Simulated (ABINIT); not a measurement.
HfC: optical-spectrum calculation (part 1 of 2)

System: HfC (2 atoms in the cell).
Method: Kohn-Sham DFT of a periodic cell, PBE, PseudoDojo NC SR PBE v0.4.1 standard, no spin polarisation (ABINIT 10.8.3).

The structure derives from an entry of the Crystallography Open Database.

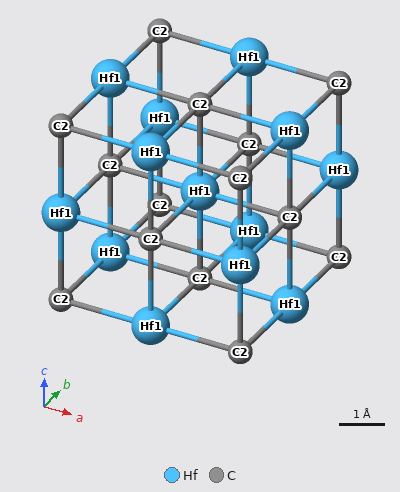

Figure 1. The input geometry (ball-and-stick view of the cell 4 times as large as that of the calculation, set on its symmetry axes, seen at an oblique angle; atoms are numbered from 1 in the order of the input). An atom can appear more than once, as a periodic image. Near neighbours in the periodic cell (some may lie outside the picture): Hf has 6 C at 2.33 Å; C has 6 Hf at 2.33 Å.

### Key numbers

| quantity | value |
| --- | --- |
| outcome | converged |
| space group (tolerance 0.01 Å) | Fm-3m (225) |
| electrons treated | 16 |
| free energy | −1700.8200 eV |
| Fermi energy | 11.252 eV |
| pressure | −0.74 GPa |
| largest force (length of the vector) | under 0.001 eV/Å |
| hardware | 1 thread of Arm Neoverse V2, 112 GiB of memory available, shared host |
| wall time | 55 s |
| peak memory | 0.48 GiB |

Points of doubt noted for this run: cutoff too low for stress; no intraband term. Spin–orbit coupling is left out, which matters for Hf.

### Input
```
# Datasets
ndtset 3

# Pseudopotentials
pp_dirpath "./"
pseudos "Hf.upf, C.upf"

# Structure
acell 3*1.0 Angstrom
rprim
     0.0000000000     2.3250000000     2.3250000000
     2.3250000000     0.0000000000     2.3250000000
     2.3250000000     2.3250000000     0.0000000000
ntypat 2
znucl 72 6
natom 2
typat 1 2
xred
            1/2            1/2            1/2
            0.0            0.0            0.0

# Plane-wave basis
ecut 843.552974 eV

# k points
ngkpt 6 6 6
nshiftk 4
shiftk
     0.5000000000     0.5000000000     0.5000000000
     0.5000000000     0.0000000000     0.0000000000
     0.0000000000     0.5000000000     0.0000000000
     0.0000000000     0.0000000000     0.5000000000
istwfk *1

# Exchange and correlation
ixc 11

# Bands and occupations
occopt 3
tsmear 0.00183747

# SCF cycle
nstep 80

# Output
iomode 3
prteig 0
prtebands 0

# Dataset 1: ground state
nband1 12
tolvrs1 1.0e-12
prtden1 1
prtwf1 0
kptopt1 1

# Dataset 2: empty bands at fixed density
iscf2 -3
getden2 1
nband2 20
nbdbuf2 4
tolwfr2 1.0e-12
nstep2 120
prtden2 0
kptopt2 1

# Dataset 3: wave functions and velocity matrix elements in the full zone
optdriver3 8
wfk_task3 "wfk_optics_fullbz"
getwfk3 2
nband3 16
kptopt3 1
prtevk3 1
inclvkb3 2
```

### File optic.abi
```
&FILES
 ddkfile_1 = 'runo_DS3_1_EVK.nc',
 ddkfile_2 = 'runo_DS3_2_EVK.nc',
 ddkfile_3 = 'runo_DS3_3_EVK.nc',
 wfkfile = 'runo_DS3_WFK.nc'
/
&PARAMETERS
 broadening = 0.007350,
 domega = 0.002,
 maxomega = 0.8,
 scissor = 0.000000,
 tolerance = 0.002
/
&COMPUTATIONS
 num_lin_comp = 1,
 lin_comp = 11,
 num_nonlin_comp = 0
/
```

Launched with:
```bash
abinit run.abi > log 2>&1
optic optic.abi > optic.log 2>&1
```

### Output
```
.Version 10.8.3 of ABINIT
 DATASET    1 : space group Fm -3 m (#225); Bravais cF (face-center cubic)
================================================================================
 Values of the parameters that define the memory need for DATASET  1.
     intxc =       0    ionmov =       0      iscf =       7    lmnmax =       8
     lnmax =       8     mgfft =      32  mpssoang =       4    mqgrid =    3001
     natom =       2  nloc_mem =       1    nspden =       1   nspinor =       1
    nsppol =       1      nsym =      48    n1xccc =    2501    ntypat =       2
    occopt =       3   xclevel =       2
       mpw =        1407          nfft =       32768          nkpt =          28
================================================================================
================================================================================

 DATASET    2 : space group Fm -3 m (#225); Bravais cF (face-center cubic)
================================================================================
 Values of the parameters that define the memory need for DATASET  2.
     intxc =       0    ionmov =       0      iscf =      -3    lmnmax =       8
     lnmax =       8     mgfft =      32  mpssoang =       4    mqgrid =    3001
     natom =       2  nloc_mem =       1    nspden =       1   nspinor =       1
    nsppol =       1      nsym =      48    n1xccc =    2501    ntypat =       2
    occopt =       3   xclevel =       2
       mpw =        1407          nfft =       32768          nkpt =          28
================================================================================
================================================================================

 DATASET    3 : space group Fm -3 m (#225); Bravais cF (face-center cubic)
================================================================================
 Values of the parameters that define the memory need for DATASET  3.
     intxc =       0    ionmov =       0      iscf =       7    lmnmax =       8
     lnmax =       8     mgfft =      32  mpssoang =       4    mqgrid =    3001
     natom =       2  nloc_mem =       1    nspden =       1   nspinor =       1
    nsppol =       1      nsym =      48    n1xccc =    2501    ntypat =       2
    occopt =       3   xclevel =       2
       mpw =        1407          nfft =       32768          nkpt =          28
================================================================================
================================================================================

--------------------------------------------------------------------------------
------------- Echo of variables that govern the present computation ------------
--------------------------------------------------------------------------------
 -outvars: echo values of preprocessed input variables --------
            acell      1.8897261259E+00  1.8897261259E+00  1.8897261259E+00 Bohr
              amu      1.78490000E+02  1.20110000E+01
             ecut      3.10000000E+01 Hartree
           getden1          0
           getden2          1
           getden3          0
           getwfk1          0
           getwfk2          0
           getwfk3          2
             iscf1          7
             iscf2         -3
             iscf3          7
              ixc          11
           jdtset        1    2    3
         kptrlatt        6   -6    6     -6    6    6     -6   -6    6
          kptrlen      5.27233589E+01
            natom           2
            nband1         12
            nband2         20
            nband3         16
           nbdbuf1          0
           nbdbuf2          4
           nbdbuf3          0
           ndtset           3
            ngfft          32      32      32
             nkpt          28
            nstep1         80
            nstep2        120
            nstep3         80
             nsym          48
           ntypat           2
           occopt           3
        optdriver1          0
        optdriver2          0
        optdriver3          8
           prtden1          1
           prtden2          0
           prtden3          1
        prtebands           0
           prteig           0
           prtevk1          0
           prtevk2          0
           prtevk3          1
            prtwf1          0
            prtwf2          1
            prtwf3          1
            rprim      0.0000000000E+00  2.3250000000E+00  2.3250000000E+00
                       2.3250000000E+00  0.0000000000E+00  2.3250000000E+00
                       2.3250000000E+00  2.3250000000E+00  0.0000000000E+00
           shiftk      5.00000000E-01  5.00000000E-01  5.00000000E-01
          spgroup         225
           tolvrs1     1.00000000E-12
           tolvrs2     0.00000000E+00
           tolvrs3     0.00000000E+00
           tolwfr1     0.00000000E+00
           tolwfr2     1.00000000E-12
           tolwfr3     0.00000000E+00
           tsmear      1.83747000E-03 Hartree
            typat      1  2
         wfk_task1          0
         wfk_task2          0
         wfk_task3          7
           xangst      2.3250000000E+00  2.3250000000E+00  2.3250000000E+00
                       0.0000000000E+00  0.0000000000E+00  0.0000000000E+00
            xcart      4.3936132427E+00  4.3936132427E+00  4.3936132427E+00
                       0.0000000000E+00  0.0000000000E+00  0.0000000000E+00
             xred      5.0000000000E-01  5.0000000000E-01  5.0000000000E-01
                       0.0000000000E+00  0.0000000000E+00  0.0000000000E+00
            znucl       72.00000    6.00000

================================================================================

 chkinp: Checking input parameters for consistency, jdtset=   1.

 chkinp: Checking input parameters for consistency, jdtset=   2.

 chkinp: Checking input parameters for consistency, jdtset=   3.

================================================================================
== DATASET  1 ==================================================================

--- !DatasetInfo
iteration_state: {dtset: 1, }
dimensions: {natom: 2, nkpt: 28, mband: 12, nsppol: 1, nspinor: 1, nspden: 1, mpw: 1407, }
cutoff_energies: {ecut:  31.0, pawecutdg:  -1.0, }
electrons: {nelect:   1.60000000E+01, charge:   0.00000000E+00, occopt:   3.00000000E+00, tsmear:   1.83747000E-03, }
meta: {optdriver: 0, ionmov: 0, optcell: 0, iscf: 7, paral_kgb: 0, }
...

 Exchange-correlation functional for the present dataset will be:
  GGA: Perdew-Burke-Ernzerhof functional - ixc=11
  J.P.Perdew, K.Burke, M.Ernzerhof, PRL 77, 3865 (1996)

 Real(R)+Recip(G) space primitive vectors, cartesian coordinates (Bohr,Bohr^-1):
 R(1)=  0.0000000  4.3936132  4.3936132  G(1)= -0.1138016  0.1138016  0.1138016
 R(2)=  4.3936132  0.0000000  4.3936132  G(2)=  0.1138016 -0.1138016  0.1138016
 R(3)=  4.3936132  4.3936132  0.0000000  G(3)=  0.1138016  0.1138016 -0.1138016
 Unit cell volume ucvol=  1.6962719E+02 bohr^3
 Angles (23,13,12)=  6.00000000E+01  6.00000000E+01  6.00000000E+01 degrees

 getcut: wavevector=  0.0000  0.0000  0.0000  ngfft=  32  32  32
         ecut(hartree)=     31.000   => boxcut(ratio)=   2.05479

--- Pseudopotential description ------------------------------------------------
- pspini: atom type   1  psp file is ./Hf.upf
  72.00000  12.00000  171031                  znucl, zion, pspdat
12 -101130 3 -1 1656                          pspcod,pspxc,lmax,lloc,mmax
     nproj     2     2     2     2

- pspini: atom type   2  psp file is ./C.upf
   6.00000   4.00000  171031                  znucl, zion, pspdat
12 -101130 1 -1 1248                          pspcod,pspxc,lmax,lloc,mmax
     nproj     2     2     0     0

   4.20124149E+02                                ecore*ucvol(ha*bohr**3)
--------------------------------------------------------------------------------

================================================================================

--- !BeginCycle
iteration_state: {dtset: 1, }
solver: {iscf: 7, nstep: 80, nline: 4, wfoptalg: 0, }
tolerances: {tolvrs: 1.00E-12, }
...

     iter   Etot(hartree)      deltaE(h)  residm     vres2
 ETOT  1  -62.323278876630    -6.232E+01 9.591E-02 5.818E+02
 ETOT  2  -62.296231069594     2.705E-02 3.574E-02 7.487E+02
 ETOT  3  -62.503770601470    -2.075E-01 6.698E-03 2.957E-01
 ETOT  4  -62.503968911417    -1.983E-04 3.709E-03 5.125E-02
 ETOT  5  -62.503974899189    -5.988E-06 1.093E-03 2.510E-02
 ETOT  6  -62.503982408226    -7.509E-06 8.926E-04 1.801E-03
 ETOT  7  -62.503982958138    -5.499E-07 3.306E-04 1.611E-05
 ETOT  8  -62.503982962651    -4.514E-09 2.693E-04 2.298E-07
 ETOT  9  -62.503982962716    -6.417E-11 9.591E-05 6.116E-09
 ETOT 10  -62.503982962718    -2.359E-12 1.327E-04 8.668E-11
 ETOT 11  -62.503982962718    -3.553E-14 6.787E-05 1.153E-12
 ETOT 12  -62.503982962718    -4.547E-13 9.541E-05 7.279E-16

 At SCF step   12       vres2   =  7.28E-16 < tolvrs=  1.00E-12 =>converged.

 Cartesian components of stress tensor (hartree/bohr^3)
  sigma(1 1)=  2.50079350E-05  sigma(3 2)=  0.00000000E+00
  sigma(2 2)=  2.50079350E-05  sigma(3 1)=  0.00000000E+00
  sigma(3 3)=  2.50079350E-05  sigma(2 1)=  0.00000000E+00
```
